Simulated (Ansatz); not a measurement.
TiAl3

Input file:

```
crystal:
  lattice:
    - [-1.9120003552, 1.9120003552, 4.281915038]
    - [1.9120003552, -1.9120003552, 4.281915038]
    - [1.9120003552, 1.9120003552, -4.281915038]
  atoms:
    - { symbol: Ti, position: [0.0, 0.0, 0.0] }
    - { symbol: Al, position: [0.4941614909, 0.4941614909, 0.0] }
    - { symbol: Al, position: [0.75, 0.25, 0.5] }
    - { symbol: Al, position: [0.25, 0.75, 0.5] }
basis:
  ecutwfc: 500
kpoints:
  mp_grid: { grid: [18, 18, 18] }
hamiltonian:
  xc: r2scan
scf:
  occupations: { method: gaussian, width: 0.15 }
output:
  forces: true
  stress: true
  eigenvalues: true
  write_density: true
  write_potential: true
  elf: true
  volumetric_format: npy
```

Launched as:

```sh
ansatz run input.yaml --threads 1 --pin off --max-ram 2560MiB --backend cpu --events-out ev --progress --plain --runs-dir out
```

Below, planes, directions and counts refer to the conventional cell (a = 3.82 Å, b = 3.82 Å, c = 8.56 Å, α = 90.00°, β = 90.00°, γ = 90.00°).

Space group I4mm; a structure from a database of computed crystals, not necessarily the ambient phase; changed on purpose from its base cell (atom 2 (Al) moved -0.050 A along Cartesian [0 0 1]); computed without spin polarisation.

The calculation used DFT r2SCAN, scalar-relativistic, plane waves, PAW in Ansatz 0.2.0.

Question: Predict the valence pseudo-density and electron localisation function between the atoms.

Answer: Al–Al (2.83 Å): ρ is about 0.22 e/Å³ halfway; the ELF peaks at about 0.65 between the atoms.
Ti–Al (2.87 Å): the density is about 0.21 e/Å³ at the midpoint; the ELF is about 0.40 at the midpoint.
Al–Al (2.91 Å): the density is about 0.2 e/Å³ at the midpoint; the ELF peaks at about 0.60 between the atoms.

Question: Metal or insulator at this level of theory?

Answer: It is gapless in this calculation (a metal or semimetal).

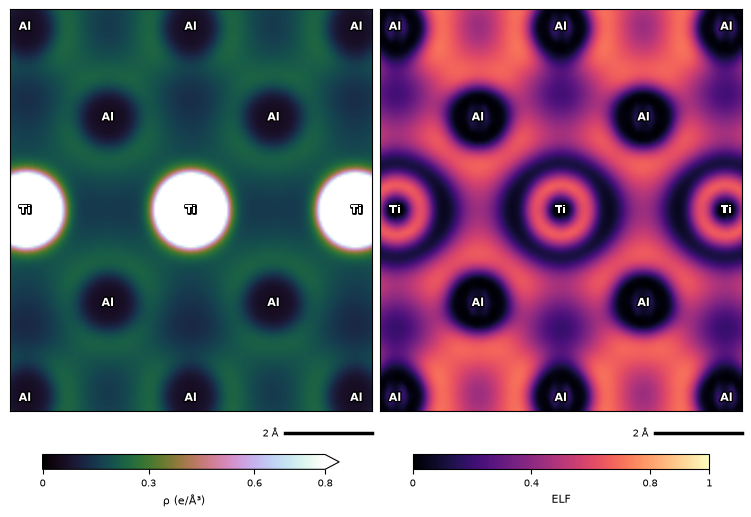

Computed valence pseudo-density and electron localisation function on the (010) plane of the conventional cell, in this order. 
